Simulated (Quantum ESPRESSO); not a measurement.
# CaO (Lime): phonons by linear response, part 2 of 5

Wanted: phonon bands, density of states and zone-centre response of CaO (Lime).

Quantum ESPRESSO 7.5; DFT LDA, scalar-relativistic, plane waves, PseudoDojo norm-conserving pseudopotentials.

So far. Step 2 (A first look): A gap of 3.5 eV opens on this mesh, so the crystal is taken as an insulator; the start stands at -7.6 GPa. Step 4 (Self-consistent run for the response): The cell stands at -0.001 GPa, close enough for phonons.

## Step 5: Linear response on the mesh

Linear response treats each wavevector in the unit cell, with no supercell; the 4×4×4 mesh fixes the range of the force constants to be had.

The input, ph.in:

```
phonons
&inputph
   prefix = 'x'
   outdir = './tmp'
   fildyn = 'x.dyn'
   tr2_ph = 1.0d-18
   epsil = .true.
   ldisp = .true.
   nq1 = 4
   nq2 = 4
   nq3 = 4
/
```

Started as:

```
$ OMP_NUM_THREADS=1 mpirun -n 4 ph.x -nk 4 -in ph.in > ph.out
```

Numbers of over 12 decimals in the logs are rounded to 6 here.

The program printed:

```text
[banners, grids, parts of the stress and lines that vanish by symmetry left out]
[banner, memory and clock lines left out]
Program PHONON v.7.5

[...]
Exchange-correlation= PW
                           (   1   4   0   0   0   0   0)
[...]
(   8 q-points):
[...]
kinetic-energy cut-off    =      92.0000  Ry
     charge density cut-off    =     368.0000  Ry
     convergence threshold     =      1.0E-18
[...]
Exchange-correlation= PW
                           (   1   4   0   0   0   0   0)
[...]
q = (   0.0000000   0.0000000   0.0000000 )
     49 Sym.Ops. (with q -> -q+G )
     G cutoff =  736.6205  (  20875 G-vectors)     FFT grid: ( 40, 40, 40)
     number of k points=    29
[...]
Mode symmetry, O_h (m-3m)  point group:
[...]
Dielectric constant
[...]
End of electric fields calculation
          Dielectric constant in cartesian axis
          (       3.869324157      -0.000000000      -0.000000000 )
          (      -0.000000000       3.869324157       0.000000000 )
          (      -0.000000000       0.000000000       3.869324157 )
          Effective charges (d Force / dE) in cartesian axis without acoustic sum rule applied (asr)
           atom    1  Ca    Mean Z*:        2.37861
      Ex  (        2.37861        0.00000        0.00000 )
      Ey  (        0.00000        2.37861        0.00000 )
      Ez  (        0.00000        0.00000        2.37861 )
           atom    2  O     Mean Z*:       -2.37846
      Ex  (       -2.37846        0.00000        0.00000 )
      Ey  (        0.00000       -2.37846       -0.00000 )
      Ez  (        0.00000       -0.00000       -2.37846 )
          Effective charges Sum: Mean:        0.00015
[...]
Effective charges (d Force / dE) in cartesian axis with asr applied:
           atom    1  Ca    Mean Z*:        2.37854
[...]
atom    2  O     Mean Z*:       -2.37854
[...]
Representation #   1 modes #   1   2   3
[...]
End of self-consistent calculation
     Convergence has been achieved
     Representation #   2 modes #   4   5   6
[...]
End of self-consistent calculation
     Convergence has been achieved
[...]
Dielectric constant in cartesian axis
          (       3.869324157      -0.000000000      -0.000000000 )
          (      -0.000000000       3.869324157       0.000000000 )
          (      -0.000000000       0.000000000       3.869324157 )
          Effective charges (d Force / dE) in cartesian axis without acoustic sum rule applied (asr)
           atom    1  Ca    Mean Z*:        2.37861
      Ex  (        2.37861        0.00000        0.00000 )
      Ey  (        0.00000        2.37861        0.00000 )
      Ez  (        0.00000        0.00000        2.37861 )
           atom    2  O     Mean Z*:       -2.37846
      Ex  (       -2.37846        0.00000        0.00000 )
      Ey  (        0.00000       -2.37846       -0.00000 )
      Ez  (        0.00000       -0.00000       -2.37846 )
          Effective charges Sum: Mean:        0.00015
[...]
Effective charges (d Force / dE) in cartesian axis with asr applied:
           atom    1  Ca    Mean Z*:        2.37854
[...]
atom    2  O     Mean Z*:       -2.37854
[...]
Effective charges (d P / du) in cartesian axis
[...]
q = (    0.000000000   0.000000000   0.000000000 )
[...]
freq (    1) =      -0.022759 [THz] =      -0.759154 [cm-1]
     freq (    2) =      -0.022759 [THz] =      -0.759154 [cm-1]
     freq (    3) =      -0.022759 [THz] =      -0.759154 [cm-1]
     freq (    4) =       8.720229 [THz] =     290.875522 [cm-1]
     freq (    5) =       8.720229 [THz] =     290.875522 [cm-1]
     freq (    6) =       8.720229 [THz] =     290.875522 [cm-1]
[...]
Mode symmetry, O_h (m-3m)  point group:
     freq (   1-   3) =         -0.8  [cm-1]   --> T_1u G_15  G_4- I
     freq (   4-   6) =        290.9  [cm-1]   --> T_1u G_15  G_4- I
[...]
Mode symmetry, C_3v (3m)   point group:
[...]
Representation #   1 mode #   1
[...]
End of self-consistent calculation
     Convergence has been achieved
     Representation #   2 mode #   2
[...]
End of self-consistent calculation
     Convergence has been achieved
     Representation #   3 modes #   3   4
[...]
Convergence has been achieved
     Representation #   4 modes #   5   6
[...]
Convergence has been achieved
[...]
q = (   -0.250000000   0.250000000  -0.250000000 )
[...]
freq (    1) =       4.107891 [THz] =     137.024505 [cm-1]
     freq (    2) =       4.107891 [THz] =     137.024505 [cm-1]
     freq (    3) =       7.150503 [THz] =     238.515108 [cm-1]
     freq (    4) =       9.266986 [THz] =     309.113379 [cm-1]
     freq (    5) =       9.266986 [THz] =     309.113379 [cm-1]
     freq (    6) =      16.379624 [THz] =     546.365444 [cm-1]
[...]
Mode symmetry, C_3v (3m)   point group:
     freq (   1-   2) =        137.0  [cm-1]   --> E    L_3
     freq (   3-   3) =        238.5  [cm-1]   --> A_1  L_1
     freq (   4-   5) =        309.1  [cm-1]   --> E    L_3
     freq (   6-   6) =        546.4  [cm-1]   --> A_1  L_1
[...]
Mode symmetry, D_3d (-3m)  point group:
[...]
Representation #   1 mode #   1
[...]
Convergence has been achieved
     Representation #   2 modes #   2   3
[...]
Convergence has been achieved
     Representation #   3 mode #   4
[...]
Convergence has been achieved
     Representation #   4 modes #   5   6
[...]
Convergence has been achieved
[...]
q = (    0.500000000  -0.500000000   0.500000000 )
[...]
freq (    1) =       5.685974 [THz] =     189.663683 [cm-1]
     freq (    2) =       5.685974 [THz] =     189.663683 [cm-1]
[...]
Mode symmetry, D_3d (-3m)  point group:
     freq (   1-   2) =        189.7  [cm-1]   --> E_u  L_3'
     freq (   3-   4) =        324.6  [cm-1]   --> E_g  L_3
     freq (   5-   5) =        383.9  [cm-1]   --> A_2u L_2'
     freq (   6-   6) =        487.4  [cm-1]   --> A_1g L_1
[...]
Mode symmetry, C_4v (4mm)  point group:
[...]
Convergence has been achieved
[...]
Convergence has been achieved
[...]
Convergence has been achieved
[...]
Convergence has been achieved
[...]
q = (    0.000000000   0.500000000   0.000000000 )
[...]
Mode symmetry, C_4v (4mm)  point group:
     freq (   1-   2) =        147.0  [cm-1]   --> E    G_5 D_5
     freq (   3-   3) =        248.1  [cm-1]   --> A_1  G_1 D_1
     freq (   4-   5) =        307.3  [cm-1]   --> E    G_5 D_5
     freq (   6-   6) =        499.0  [cm-1]   --> A_1  G_1 D_1
[...]
Mode symmetry, C_s (m)     point group:
[...]
q = (    0.750000000  -0.250000000   0.750000000 )
[...]
Mode symmetry, C_s (m)     point group:
     freq (   1-   1) =        200.1  [cm-1]   --> A''
     freq (   2-   2) =        236.6  [cm-1]   --> A'
     freq (   3-   3) =        318.4  [cm-1]   --> A''
     freq (   4-   4) =        320.3  [cm-1]   --> A'
     freq (   5-   5) =        342.4  [cm-1]   --> A'
     freq (   6-   6) =        439.7  [cm-1]   --> A'
[...]
Mode symmetry, C_2v (mm2)  point group:
[...]
q = (    0.500000000   0.000000000   0.500000000 )
[...]
Mode symmetry, C_2v (mm2)  point group:
     freq (   1-   1) =        187.2  [cm-1]   --> B_1  D_3  S_3
     freq (   2-   2) =        226.6  [cm-1]   --> B_2  D_4  S_4
     freq (   3-   3) =        307.7  [cm-1]   --> A_1  D_1  S_1
     freq (   4-   4) =        323.8  [cm-1]   --> B_1  D_3  S_3
     freq (   5-   5) =        332.5  [cm-1]   --> B_2  D_4  S_4
     freq (   6-   6) =        479.6  [cm-1]   --> A_1  D_1  S_1
[...]
Mode symmetry, D_4h(4/mmm) point group:
[...]
Convergence has been achieved
[...]
Convergence has been achieved
[...]
Convergence has been achieved
[...]
Convergence has been achieved
[...]
q = (    0.000000000  -1.000000000   0.000000000 )
[...]
freq (    5) =       9.429916 [THz] =     314.548130 [cm-1]
     freq (    6) =      11.796118 [THz] =     393.476151 [cm-1]
[...]
Mode symmetry, D_4h(4/mmm) point group:
     freq (   1-   2) =        205.3  [cm-1]   --> E_u  X_5' M_5'
     freq (   3-   3) =        312.0  [cm-1]   --> A_2u X_4' M_4'
     freq (   4-   5) =        314.5  [cm-1]   --> E_u  X_5' M_5'
     freq (   6-   6) =        393.5  [cm-1]   --> A_2u X_4' M_4'
[...]
Mode symmetry, D_2d (-42m) point group:
[...]
Representation #   1 mode #   1
[...]
Convergence has been achieved
     Representation #   2 mode #   2
[...]
Convergence has been achieved
     Representation #   3 modes #   3   4
[...]
End of self-consistent calculation
     Convergence has been achieved
     Representation #   4 modes #   5   6
[...]
End of self-consistent calculation
     Convergence has been achieved
[...]
q = (   -0.500000000  -1.000000000   0.000000000 )
[...]
freq (    1) =       7.533871 [THz] =     251.302897 [cm-1]
     freq (    2) =       8.277391 [THz] =     276.104028 [cm-1]
     freq (    3) =       8.277391 [THz] =     276.104028 [cm-1]
     freq (    4) =      10.589209 [THz] =     353.217977 [cm-1]
     freq (    5) =      10.589209 [THz] =     353.217977 [cm-1]
     freq (    6) =      11.187700 [THz] =     373.181493 [cm-1]
[...]
Mode symmetry, D_2d (-42m) point group:
     freq (   1-   1) =        251.3  [cm-1]   --> B_2  X_3  W_2
     freq (   2-   3) =        276.1  [cm-1]   --> E    X_5  W_3
     freq (   4-   5) =        353.2  [cm-1]   --> E    X_5  W_3
     freq (   6-   6) =        373.2  [cm-1]   --> A_1  X_1  W_1
```

Elapsed: 26 min, on 4 MPI ranks of Arm Neoverse V2, shared host; 1.8 h of CPU time.

This step gave:

| Property | Result |
| --- | --- |
| miss of the charge sum rule | 1.50e-4 e |
| largest acoustic frequency at the zone centre before the sum rule | -0.76 cm⁻¹ |
| highest optical zone-centre mode (no LO-TO term) | 290.9 cm⁻¹ |
| lowest optical zone-centre mode | 290.9 cm⁻¹ |
| mean high-frequency dielectric constant | 3.869 |
| largest Born charge in size (third of the trace) | 2.379 e |
| lowest mode on the q mesh (acoustic ones at the zone centre apart) | 137.0 cm⁻¹ |

Frequencies (cm⁻¹) at each irreducible wavevector; negative means imaginary. Frequencies by wavevector:

| q (fractions) | star | mode 1 | mode 2 | mode 3 | mode 4 | mode 5 | mode 6 |
| --- | --- | --- | --- | --- | --- | --- | --- |
| 0 0 0 | 1 | -0.76 | -0.76 | -0.76 | 290.9 | 290.9 | 290.9 |
| 0 0 0.25 | 8 | 137 | 137 | 238.5 | 309.1 | 309.1 | 546.4 |
| 0 0 -0.5 | 4 | 189.7 | 189.7 | 324.6 | 324.6 | 383.9 | 487.4 |
| 0 0.25 0.25 | 6 | 147 | 147 | 248.1 | 307.2 | 307.2 | 499 |
| 0 0.25 -0.5 | 24 | 200.1 | 236.6 | 318.4 | 320.3 | 342.4 | 439.7 |
| 0 0.25 -0.25 | 12 | 187.2 | 226.6 | 307.7 | 323.8 | 332.5 | 479.6 |
| 0 -0.5 -0.5 | 3 | 205.3 | 205.3 | 311.9 | 314.6 | 314.6 | 393.5 |
| 0.25 -0.5 -0.25 | 6 | 251.3 | 276.1 | 276.1 | 353.2 | 353.2 | 373.2 |

Born charge (rows field, columns displacement), before the sum rule (e), principal values of the symmetric part by kind of site:

| atom | atoms with these values | low | middle | high | mean |
| --- | --- | --- | --- | --- | --- |
| Ca1 | 1 | 2.38 | 2.38 | 2.38 | 2.38 |
| O2 | 1 | -2.38 | -2.38 | -2.38 | -2.38 |

In full for Ca1:

```
2.38 0.00 0.00
0.00 2.38 0.00
0.00 0.00 2.38
```

High-frequency dielectric tensor:

```
3.87 0.00 0.00
0.00 3.87 0.00
0.00 0.00 3.87
```

The acoustic modes at Γ come out as far as 0.8 cm⁻¹ from zero, where they should vanish, a small numerical error; the Born charges miss their sum rule by 1.5e-4 e, which is good.

## Step 6: Fourier transform to real space

The dynamical matrices of the mesh are Fourier-transformed to force constants in real space, after the long-range dipole part is taken out.

The input, q2r.in:

```
&input
   fildyn = 'x.dyn'
   zasr = 'simple'
   flfrc = 'x.fc'
/
```

Started as:

```
$ q2r.x < q2r.in > q2r.out
```

The program printed:

```text
[banners, grids, parts of the stress and lines that vanish by symmetry left out]
[banner, memory and clock lines left out]
Program Q2R v.7.5

  reading grid info from file x.dyn0

  reading force constants from file x.dyn1
 macroscopic fields = T
   3.86932  -0.00000  -0.00000
  -0.00000   3.86932   0.00000
[...]
na=            1
[...]
na=            2
[...]
0.00000  -2.37846  -0.00000
   0.00000  -0.00000  -2.37846
  alpha Ewald:    2.001686
  nqs=            1
 q=   0.00000000  0.00000000  0.00000000
  reading force constants from file x.dyn2
  alpha Ewald:    2.001686
  nqs=            8
 q=  -0.25000000  0.25000000 -0.25000000
[...]
reading force constants from file x.dyn7
  alpha Ewald:    2.001686
  nqs=            3
[...]
reading force constants from file x.dyn8
  alpha Ewald:    2.001686
  nqs=            6
[...]
q=  -1.00000000 -0.50000000  0.00000000
 q=   0.00000000 -0.50000000 -1.00000000

      q-space grid ok, #points =   64

      fft-check success (sum of imaginary terms < 10^-12)
```

Wall time 0.47 s (1 thread).

## Step 7: Dispersion

From the force constants any wavevector is cheap; points of the mesh come back as solved, but for the sum rule and, in polar crystals, the LO-TO term at Γ; the rest is interpolation.

The input, matdyn.in:

```
&input
   asr = 'simple'
   flfrc = 'x.fc'
   flfrq = 'x.freq'
   flvec = 'x.modes'
   q_in_band_form = .true.
   q_in_cryst_coord = .true.
/
8
  0.0000000   0.0000000   0.0000000  12  ! GAMMA
  0.0000000   0.5000000   0.5000000  12  ! X
 -0.0000000   0.6250000   0.3750000   1  ! U
 -0.3750000   0.3750000   0.0000000  12  ! K
  0.0000000   0.0000000   0.0000000  12  ! GAMMA
 -0.0000000   0.5000000  -0.0000000  12  ! L
 -0.2500000   0.5000000   0.2500000  12  ! W
  0.0000000   0.5000000   0.5000000   1  ! X
```

Started as:

```
$ matdyn.x -in matdyn.in > matdyn.out
```

The program printed:

```text
[banner, memory and clock lines left out]
Program MATDYN v.7.5

 mass for atomic type   1 not given; uses mass from file x.fc
 mass for atomic type   2 not given; uses mass from file x.fc
```

The job ended after 0.47 s (1 thread).

This step gave:

```yaml
lowest_frequency_on_the_path: 0 cm⁻¹
```

Matdyn.x, sum rule simple. The phonon branches at the labelled points (cm⁻¹):

| point | branch 1 | branch 2 | branch 3 | branch 4 | branch 5 | branch 6 |
| --- | --- | --- | --- | --- | --- | --- |
| Γ | 0 | 0 | 0 | 291 | 291 | 571 |
| X | 205 | 205 | 312 | 315 | 315 | 394 |
| U | 211 | 282 | 294 | 319 | 371 | 388 |
| jump to K | 211 | 282 | 294 | 319 | 371 | 388 |
| Γ | 0 | 0 | 0 | 291 | 291 | 571 |
| L | 190 | 190 | 325 | 325 | 384 | 487 |
| W | 251 | 276 | 276 | 353 | 353 | 373 |
| X | 205 | 205 | 312 | 315 | 315 | 394 |

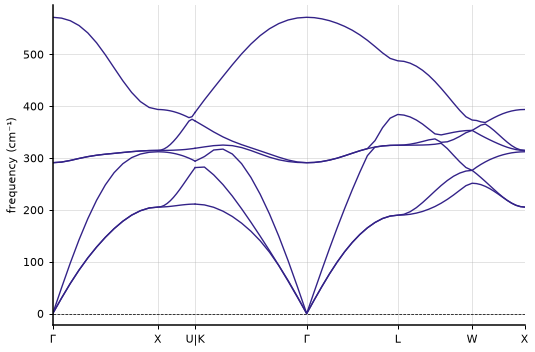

Phonon branches along the path.

All branches are real along the path.

## Step 8: Density of states

Sums over the zone need many more wavevectors than were solved, so the interpolation is sampled on a dense mesh.

The input, matdyn.in:

```
&input
   asr = 'simple'
   flfrc = 'x.fc'
   dos = .true.
   fldos = 'x.dos'
   nk1 = 17
   nk2 = 17
   nk3 = 17
   deltaE = 1.0
/
```

Started as:

```
$ matdyn.x -in matdyn.in > matdyn.out
```

The program printed:

```text
[banner, memory and clock lines left out]
Program MATDYN v.7.5

 mass for atomic type   1 not given; uses mass from file x.fc
 mass for atomic type   2 not given; uses mass from file x.fc
```

Elapsed: 5.5 s, on 1 thread.

Read from the output:

| Property | Result |
| --- | --- |
| share of modes beyond 3i cm⁻¹ on the dense interpolated mesh | 0 |
| zero-point energy per atom | 56.02 meV |
| heat capacity at 300 K | 20.82 J/(mol atoms K) |
| vibrational entropy at 300 K | 19.41 J/(mol atoms K) |

The phonon density of states has structure finer than the step of the table below, so its rows give means over 50 cm⁻¹, whole bins alone (the curve runs from 0 to 570 cm⁻¹). Peaks (cm⁻¹: height): total 210.0: 0.0307, 324.0: 0.107; Ca 210.0: 0.0286, 306.0: 0.0305; O 324.0: 0.0939.

Tetrahedra. The phonon density of states by wavenumber; means over each step; values in 1/cm⁻¹/cell:

| wavenumber (cm⁻¹) | total | Ca | O |
| --- | --- | --- | --- |
| 50 | 3.9e-4 | 2.9e-4 | 1.0e-4 |
| 100 | 0.00207 | 0.00160 | 4.7e-4 |
| 150 | 0.00716 | 0.00607 | 0.00110 |
| 200 | 0.0227 | 0.0211 | 0.00159 |
| 250 | 0.0112 | 0.0104 | 8.1e-4 |
| 300 | 0.0340 | 0.0135 | 0.0204 |
| 350 | 0.0224 | 0.00455 | 0.0179 |
| 400 | 0.00520 | 3.0e-4 | 0.00490 |
| 450 | 0.00675 | 5.4e-4 | 0.00621 |
| 500 | 0.00569 | 9.6e-4 | 0.00474 |

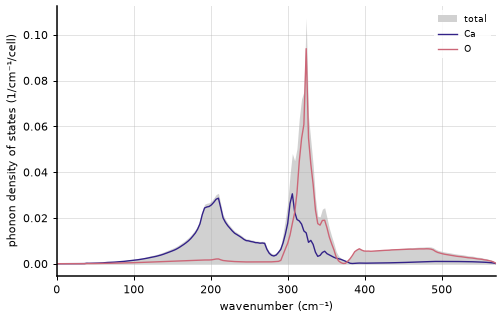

Phonon density of states against wavenumber.

Harmonic thermodynamic functions per atom, summed over the density of states scaled to three modes an atom; melting is ignored. Thermodynamic functions:

| T (K) | F_vib (meV/atom) | S (J/mol-atom/K) | C_V (J/mol-atom/K) |
| --- | --- | --- | --- |
| 0 | 56.02 | 0 | 0 |
| 50 | 55.98 | 0.374 | 1.336 |
| 100 | 55.2 | 3.072 | 7.553 |
| 200 | 47.62 | 11.67 | 17.03 |
| 300 | 31.37 | 19.41 | 20.82 |
| 400 | 7.9 | 25.65 | 22.47 |
| 500 | -21.42 | 30.77 | 23.31 |
| 600 | -55.59 | 35.06 | 23.79 |
| 700 | -93.89 | 38.76 | 24.09 |
| 800 | -135.8 | 41.99 | 24.29 |
| 900 | -180.8 | 44.86 | 24.42 |
| 1000 | -228.7 | 47.43 | 24.52 |

At 300 K the heat capacity has reached 83 % of the Dulong-Petit value.

## Step 9: Modes with the sum rule

A rigid shift of the crystal must cost nothing, but grids and finite bases break this; the acoustic sum rule is imposed before the matrix is diagonalised again. With Born charges the intensities follow, and the static dielectric tensor.

The input, dynmat.in:

```
&input
   fildyn = 'x.dyn1'
   asr = 'simple'
   fileig = 'dynmat.eig'
   lperm = .true.
/
```

Started as:

```
$ dynmat.x -in dynmat.in > dynmat.out
```

The program printed:

```text
[banner, memory and clock lines left out]
Program DYNMAT v.7.5

     Reading Dynamical Matrix from file x.dyn1
     ...Force constants read
     ...epsilon and Z* read
     A direction for q was not specified:TO-LO splitting will be absent

     Polarizability (A^3 units)
     multiply by 0.511132 for Clausius-Mossotti correction
         5.942193   -0.000000   -0.000000
        -0.000000    5.942193    0.000000
        -0.000000    0.000000    5.942193

     IR activities are in (D/A)^2/amu units

# mode   [cm-1]    [THz]      IR
    1     -0.00   -0.0000    0.0000
    2     -0.00   -0.0000    0.0000
    3     -0.00   -0.0000    0.0000
    4    290.88    8.7204   11.4150
    5    290.88    8.7204   11.4150
    6    290.88    8.7204   11.4150

Electronic dielectric permittivity tensor (relative, adimensional)
         3.869324   -0.000000   -0.000000
        -0.000000    3.869324    0.000000
        -0.000000    0.000000    3.869324

 ... with zone-center polar mode contributions
        14.925870    0.000000    0.000000
         0.000000   14.925870    0.000000
         0.000000    0.000000   14.925870
```

Elapsed: 0.46 s, on 1 thread.

Numbers from this step:

| Item | Value |
| --- | --- |
| mean static dielectric constant | 14.93 |

Unit eigenvectors of the mass-weighted matrix after the sum rule; no LO-TO term. Modes at Γ, with each element's share of the kinetic energy:

| mode | frequency (cm⁻¹) | symmetry | Ca % | O % |
| --- | --- | --- | --- | --- |
| 1 | 0.0 | acoustic | 71 | 29 |
| 2 | 0.0 | acoustic | 71 | 29 |
| 3 | 0.0 | acoustic | 71 | 29 |
| 4 | 290.9 | T1u | 29 | 71 |
| 5 | 290.9 | T1u | 29 | 71 |
| 6 | 290.9 | T1u | 29 | 71 |

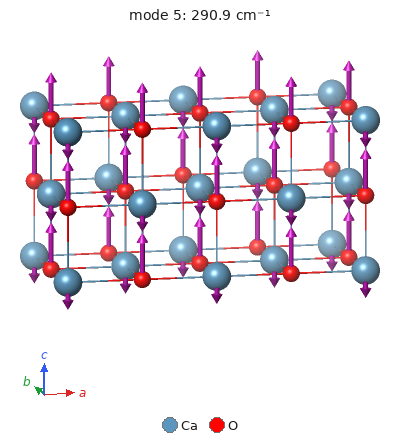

Displacement patterns of mode 5 at Γ; arrows are exaggerated. 2×1×1 conventional cells are drawn. Some periodic images of atoms are drawn too.

Degenerate modes summed, no LO-TO term. Infrared lines, with heights relative to the strongest:

| position (cm⁻¹) | lines merged | label | IR intensity, relative |
| --- | --- | --- | --- |
| 291 | 3 | T1u | 100 |

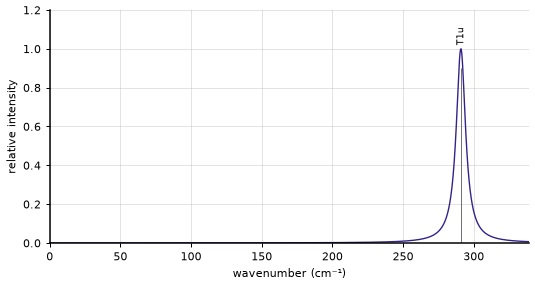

The infrared spectrum, broadened with Lorentzians of width 8 cm⁻¹; bars mark the lines.

Static dielectric tensor (ions relaxed, fixed cell):

```
14.93  0.00  0.00
 0.00 14.93  0.00
 0.00  0.00 14.93
```

The rule moves no optical mode by more than 0.1 cm⁻¹.

[end of part 2 of 5]

[Host names and launcher messages were left out of these logs when they were recorded.]

[Logs are printed without paths, hosts, clocks, repeated set-up lines and the standing remarks that a program may print on its own settings, such as how far it seeks lower states.]

[Hosts, paths, dates, database ids (printed as entryN), source tags and the programs' standing remarks are cut or masked in the printed files.]
